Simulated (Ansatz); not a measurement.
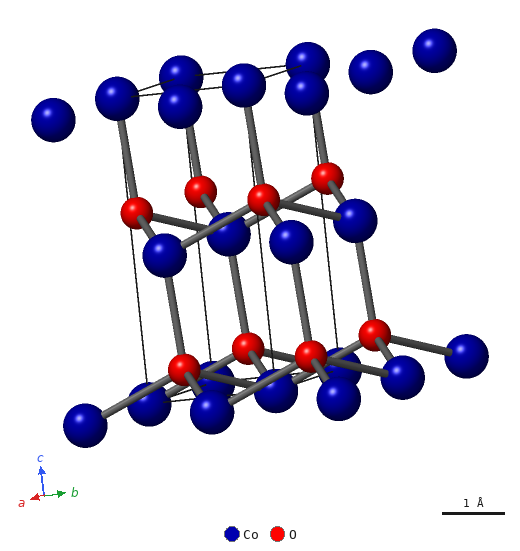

Reference structure: a crystal of CoO (set up in R3m). The picture is a ball-and-stick view of the reduced cell, repeated 2 × 2 × 1 with one cell outlined, seen from a free direction. Lengths and directions refer to the drawn axes.

All numbers below come from DFT PBE, scalar-relativistic, plane waves, PAW (Ansatz 0.2.0). Settings: plane-wave cutoff 420 eV; k-point mesh 12 × 12 × 12; occupations gaussian; collinear spin. Smearing widths differ between the runs.

Now this is done to it. The crystal is put under a hydrostatic pressure of 4 GPa. Cell and atoms are relaxed at that pressure.

Input file:
```yaml
crystal:
  lattice:
    - [1.5875834546, 0.9165917349, 5.0486550328]
    - [-1.5875834546, 0.9165917349, 5.0486550328]
    - [0.0, -1.8331834698, 5.0486550328]
  atoms:
    - { symbol: Co, position: [0.9993374338, 0.9993374338, 0.9993374338], spin: -2.24 }
    - { symbol: Co, position: [0.4993382657, 0.4993382657, 0.4993382657], spin: 2.24 }
    - { symbol: O, position: [0.375663504, 0.375663504, 0.375663504], spin: -0.15 }
    - { symbol: O, position: [0.8756601465, 0.8756601465, 0.8756601465], spin: 0.15 }
basis:
  ecutwfc: 420
kpoints:
  mp_grid: { grid: [12, 12, 12] }
hamiltonian:
  xc: pbe
scf:
  occupations: { method: gaussian, width: 0.1 }
output:
  forces: true
  stress: true
  eigenvalues: true
  populations: true
magnetization:
  spin_polarized: true
relax:
  adjacent_minimum: "off"
  f_tol: 0.008
  max_steps: 50
  cell: { stress_tol: 0.08, p_target: 4.0 }
```

Launched with:
```bash
ansatz run input.yaml --threads 1 --pin off --max-ram 2560MiB --backend cpu --events-out ev --progress --plain --runs-dir out
```

Question: Predict the response.

Answer: Cell: a = b 3.205 → 3.177 Å (−0.9 %), c 5.423 → 5.363 Å (−1.1 %). Volume −2.9 %. No atom moves by more than 0.005 Å relative to the cell. Some distances before and after: Co–O 1.964 → 1.944 Å, Co–O 1.891 → 1.875 Å. The space group stays R3m (No. 160). The energy rises by 4.3 meV per atom. Pressure: 0.0 GPa before, 4.0 GPa after. The absolute magnetisation per cell goes from 4.90 to 4.80 μB (net moment 0.00 and 0.00 μB). The gap on the k-mesh of 0.05 eV closes: the variant is metallic.
